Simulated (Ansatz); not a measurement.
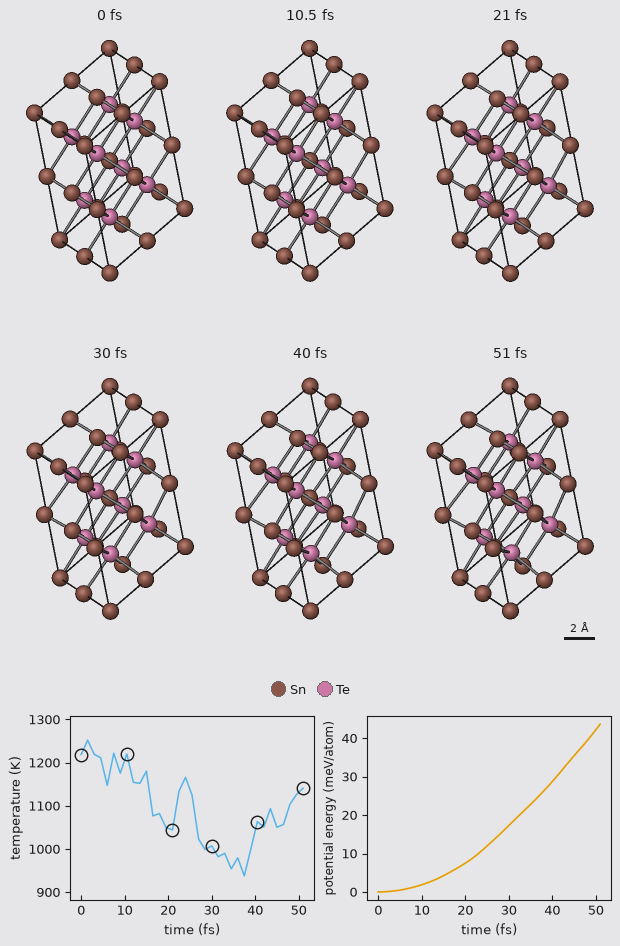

Molecular dynamics of a 16-atom cell of SnTe (built on the rocksalt type), of which 51 fs are on record. Frames and the history of the run. The picture is a ball-and-stick view of the reduced simulation cell, seen slightly off an axis. Bonds to atoms that aren't drawn are left out. Lengths and directions refer to the drawn axes.

All numbers below come from DFT, PBE, plane waves, PAW (Ansatz). Settings: plane-wave cutoff 420 eV; k-point mesh 2 × 2 × 2; Fermi-Dirac smearing 0.112 eV; Langevin thermostat (NVT); set temperature 1300 K; time step 1.5 fs.

Input
```yaml
crystal:
  lattice:
    - [0.0, 6.3786600663, 6.3786600663]
    - [6.3786600663, 0.0, 6.3786600663]
    - [6.3786600663, 6.3786600663, 0.0]
  atoms:
    - { symbol: Sn, position: [0.0, 0.0, 0.0] }
    - { symbol: Te, position: [0.25, 0.25, 0.25] }
    - { symbol: Sn, position: [0.0, 0.0, 0.5] }
    - { symbol: Te, position: [0.25, 0.25, 0.75] }
    - { symbol: Sn, position: [0.0, 0.5, 0.0] }
    - { symbol: Te, position: [0.25, 0.75, 0.25] }
    - { symbol: Sn, position: [0.0, 0.5, 0.5] }
    - { symbol: Te, position: [0.25, 0.75, 0.75] }
    - { symbol: Sn, position: [0.5, 0.0, 0.0] }
    - { symbol: Te, position: [0.75, 0.25, 0.25] }
    - { symbol: Sn, position: [0.5, 0.0, 0.5] }
    - { symbol: Te, position: [0.75, 0.25, 0.75] }
    - { symbol: Sn, position: [0.5, 0.5, 0.0] }
    - { symbol: Te, position: [0.75, 0.75, 0.25] }
    - { symbol: Sn, position: [0.5, 0.5, 0.5] }
    - { symbol: Te, position: [0.75, 0.75, 0.75] }
kpoints:
  mp_grid: { grid: [2, 2, 2] }
hamiltonian:
  xc: pbe
scf:
  occupations: { method: fermi_dirac, width: 0.112 }
md:
  ensemble: nvt_langevin
  temperature: 1300
  timestep: 1.5
  n_steps: 40
  initial_velocities: maxwell_boltzmann
  seed: 7228
```

Run as
```bash
ansatz run input.yaml --threads 4 --pin off --max-ram 3686MiB --backend cpu --events-out ev --progress --plain --runs-dir out
```

**What do the frames and curves show?**

In the second half of the run the atoms are, in the root-mean-square, this far from where they began (common drift taken out): Sn 0.18 Å, Te 0.16 Å. The run lasts only 51 fs, too short to tell vibration from diffusion. Over the second half the temperature averages 1038 K (spread ±60 K). The potential energy is still drifting at the end, so the run hasn't reached equilibrium. The potential energy in the second half lies on average 27.2 meV per atom above the first frame. The run was cut off by its time limit after 34 steps.

The run took 7.6 min on 4 threads of Arm Neoverse N1, with other jobs on the host, peak memory 2.3 GiB.
